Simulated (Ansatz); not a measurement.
## Single-point calculation, with input and output: SiO2 (part 2 of 2)

Continued. System: SiO2 (I-42d, 48 atoms in the cell). Method: DFT PBE, scalar-relativistic, plane waves, PAW, no spin polarisation (Ansatz 0.2.0); cutoff 420 eV, 2×2×2 k-mesh, Gaussian smearing of 0.05 eV. The structure derives from an entry of the Crystallography Open Database.

## Output, continued
```
  k-point 0: bands = ["-17.9111", "-17.4465", "-17.4465", "-17.4465", "-17.4465", "-16.9923", "-16.9923", "-16.9527", "-16.9527", "-16.9527", "-16.9527", "-16.4566", "-16.4566", "-16.4566", "-16.4566", "-15.8473", "-15.8473", "-15.8473", "-15.8473", "-15.8223", "-15.8223", "-15.8223", "-15.8223", "-15.8118", "-15.8118", "-15.7964", "-15.7956", "-15.7956", "-15.7956", "-15.7956", "-15.7780", "-15.7780", "-7.5967", "-6.6796", "-6.6796", "-6.6796", "-6.6796", "-5.7886", "-5.7886", "-5.7886", "-5.7886", "-5.5714", "-5.5714", "-4.5760", "-4.5760", "-4.5760", "-4.5760", "-4.0695", "-4.0695", "-3.8009", "-3.7891", "-3.7891", "-3.7891", "-3.7891", "-3.6053", "-3.6053", "-3.6053", "-3.6053", "-3.4764", "-3.4764", "-3.4090", "-3.4090", "-3.4090", "-3.4090", "-1.5634", "-1.5634", "-1.5634", "-1.5634", "-1.4588", "-1.4588", "-1.4588", "-1.4588", "-1.2810", "-1.1788", "-1.1788", "-1.0607", "-1.0607", "-1.0607", "-1.0607", "-0.8263", "-0.8056", "-0.8056", "-0.8056", "-0.8056", "-0.7473", "-0.7473", "-0.7055", "-0.7055", "-0.7055", "-0.7055", "-0.3290", "-0.3290", "-0.2722", "-0.2722", "-0.2722", "-0.2722", "-0.1704", "-0.1704", "-0.1366", "-0.0879", "-0.0879", "-0.0879", "-0.0879", "0.1218", "0.4378", "0.4378", "0.4378", "0.4378", "0.4876", "0.4876", "0.4876", "0.4876", "0.8880", "0.8880", "0.8880", "0.8880", "0.9333", "0.9333", "0.9333", "0.9333", "0.9920", "0.9920", "0.9920", "0.9920", "1.0650", "1.0650", "1.1684", "1.1684", "7.2118", "9.5662", "9.5662", "9.5662", "9.5662", "9.9085", "10.2285", "10.2285", "10.4282", "10.4282", "10.4282", "10.4282", "10.6655", "10.6655", "10.6655", "10.6655", "10.8999", "10.8999", "11.2670", "11.2670"]
  k-point 1: bands = ["-17.6609", "-17.6609", "-17.4511", "-17.4511", "-17.4511", "-17.4511", "-16.9522", "-16.9522", "-16.9522", "-16.9522", "-16.4370", "-16.4370", "-16.4370", "-16.4370", "-16.1902", "-16.1902", "-15.8496", "-15.8496", "-15.8496", "-15.8496", "-15.8481", "-15.8481", "-15.8481", "-15.8481", "-15.7950", "-15.7950", "-15.7950", "-15.7950", "-15.7846", "-15.7846", "-15.7846", "-15.7846", "-6.9728", "-6.9728", "-6.6370", "-6.6370", "-6.6370", "-6.6370", "-5.7632", "-5.7632", "-5.7632", "-5.7632", "-4.7066", "-4.7066", "-4.7066", "-4.7066", "-4.2852", "-4.2852", "-3.8857", "-3.8857", "-3.8857", "-3.8857", "-3.8029", "-3.8029", "-3.8029", "-3.8029", "-3.4984", "-3.4984", "-3.4984", "-3.4984", "-3.4058", "-3.4058", "-3.4058", "-3.4058", "-1.6145", "-1.6145", "-1.6145", "-1.6145", "-1.4435", "-1.4435", "-1.4435", "-1.4435", "-1.0804", "-1.0804", "-1.0697", "-1.0697", "-1.0697", "-1.0697", "-0.9237", "-0.9237", "-0.7151", "-0.7151", "-0.7151", "-0.7151", "-0.7107", "-0.7107", "-0.5415", "-0.5415", "-0.5415", "-0.5415", "-0.4092", "-0.4092", "-0.4092", "-0.4092", "-0.3970", "-0.3970", "-0.3970", "-0.3970", "0.1073", "0.1073", "0.2926", "0.2926", "0.2926", "0.2926", "0.3325", "0.3325", "0.3325", "0.3325", "0.3812", "0.3812", "0.3812", "0.3812", "0.6851", "0.6851", "0.6851", "0.6851", "0.8726", "0.8726", "0.8726", "0.8726", "1.0393", "1.0393", "1.0393", "1.0393", "1.0953", "1.0953", "1.0953", "1.0953", "8.3494", "8.3494", "9.3379", "9.3379", "9.3379", "9.3379", "10.3256", "10.3256", "10.6014", "10.6014", "10.6014", "10.6014", "10.6841", "10.6841", "10.6841", "10.6841", "11.1868", "11.1868", "11.1868", "11.1868"]
  k-point 2: bands = ["-17.7242", "-17.7242", "-17.3256", "-17.3256", "-17.3079", "-17.3079", "-17.3079", "-17.3079", "-16.6097", "-16.6097", "-16.5875", "-16.5875", "-16.5875", "-16.5875", "-16.0782", "-16.0782", "-15.8427", "-15.8427", "-15.8427", "-15.8427", "-15.8302", "-15.8302", "-15.8233", "-15.8233", "-15.8233", "-15.8233", "-15.8104", "-15.8104", "-15.8006", "-15.8006", "-15.7822", "-15.7822", "-7.1885", "-7.1885", "-6.4008", "-6.4008", "-6.4008", "-6.4008", "-6.3146", "-6.3146", "-5.0625", "-5.0625", "-5.0625", "-5.0625", "-4.8918", "-4.8918", "-4.2665", "-4.2665", "-3.9872", "-3.9872", "-3.6660", "-3.6660", "-3.6542", "-3.6542", "-3.6261", "-3.6261", "-3.6261", "-3.6261", "-3.5169", "-3.5169", "-3.4583", "-3.4583", "-3.4583", "-3.4583", "-1.5740", "-1.5740", "-1.5740", "-1.5740", "-1.4838", "-1.4838", "-1.3146", "-1.3146", "-1.2382", "-1.2382", "-1.2382", "-1.2382", "-1.0071", "-1.0071", "-0.9247", "-0.9247", "-0.8400", "-0.8400", "-0.7636", "-0.7636", "-0.7636", "-0.7636", "-0.7612", "-0.7612", "-0.4921", "-0.4921", "-0.3553", "-0.3553", "-0.3553", "-0.3553", "-0.2077", "-0.2077", "-0.1277", "-0.1277", "-0.0822", "-0.0822", "0.1640", "0.1640", "0.1812", "0.1812", "0.1812", "0.1812", "0.2958", "0.2958", "0.4248", "0.4248", "0.4248", "0.4248", "0.8316", "0.8316", "0.8316", "0.8316", "0.9010", "0.9010", "1.0129", "1.0129", "1.0129", "1.0129", "1.0436", "1.0436", "1.0748", "1.0748", "1.0860", "1.0860", "8.1509", "8.1509", "9.7080", "9.7080", "9.8476", "9.8476", "9.8476", "9.8476", "10.4868", "10.4868", "10.6491", "10.6491", "10.8279", "10.8279", "10.8428", "10.8428", "10.8428", "10.8428", "11.2013", "11.2013"]
  k-point 3: bands = ["-17.6448", "-17.6448", "-17.4559", "-17.4559", "-17.4559", "-17.4559", "-16.9710", "-16.9710", "-16.9710", "-16.9710", "-16.4250", "-16.4250", "-16.4250", "-16.4250", "-16.1576", "-16.1576", "-15.8321", "-15.8321", "-15.8321", "-15.8321", "-15.8256", "-15.8256", "-15.8256", "-15.8256", "-15.8213", "-15.8213", "-15.8154", "-15.8154", "-15.8154", "-15.8154", "-15.8123", "-15.8123", "-7.0455", "-7.0455", "-6.6427", "-6.6427", "-6.6427", "-6.6427", "-5.6543", "-5.6543", "-5.6543", "-5.6543", "-4.7317", "-4.7317", "-4.7317", "-4.7317", "-4.6076", "-4.6076", "-3.7949", "-3.7949", "-3.6724", "-3.6724", "-3.6724", "-3.6724", "-3.6193", "-3.6193", "-3.6193", "-3.6193", "-3.5239", "-3.5239", "-3.4811", "-3.4811", "-3.4811", "-3.4811", "-1.4848", "-1.4848", "-1.4666", "-1.4666", "-1.4666", "-1.4666", "-1.4155", "-1.4155", "-1.4155", "-1.4155", "-1.1583", "-1.1583", "-1.1583", "-1.1583", "-0.8956", "-0.8956", "-0.8956", "-0.8956", "-0.8362", "-0.8362", "-0.6350", "-0.6350", "-0.6232", "-0.6232", "-0.6232", "-0.6232", "-0.4163", "-0.4163", "-0.0868", "-0.0868", "-0.0816", "-0.0816", "-0.0816", "-0.0816", "-0.0531", "-0.0531", "-0.0531", "-0.0531", "0.1979", "0.1979", "0.1979", "0.1979", "0.2304", "0.2304", "0.2304", "0.2304", "0.4179", "0.4179", "0.9109", "0.9109", "0.9109", "0.9109", "0.9417", "0.9417", "0.9417", "0.9417", "1.0438", "1.0438", "1.0438", "1.0438", "1.0692", "1.0692", "1.0714", "1.0714", "8.5183", "8.5183", "9.2594", "9.2594", "9.2594", "9.2594", "10.6277", "10.6277", "10.6277", "10.6277", "10.7694", "10.7694", "10.8865", "10.8865", "10.8865", "10.8865", "11.0144", "11.0144", "11.0144", "11.0144"]
```

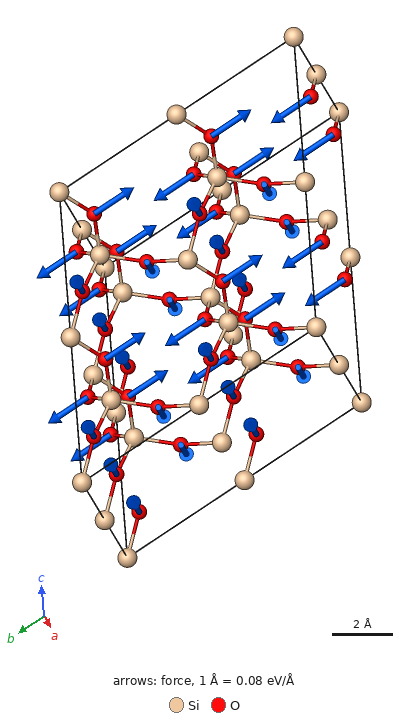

Forces on the atoms as blue arrows (ball-and-stick view of the cell of the calculation, seen at an oblique angle). The largest act on all 32 O atoms (0.13 eV/Å). Atoms are counted from 1 in the order of the input and aren't labelled in the picture. The geometry is not a stationary point of this energy.

## Key numbers

```tsv
quantity	value
outcome	converged
space group (tolerance 0.01 Å)	I-42d (122)
electrons treated	256
free energy	−28384.9948 eV
Fermi energy	4.190 eV
gap on the k-point mesh	6.04 eV
largest force (length of the vector)	0.131 eV/Å
wall time	8.4 s (CPU time 30 s)
peak memory	2.3 GiB
```
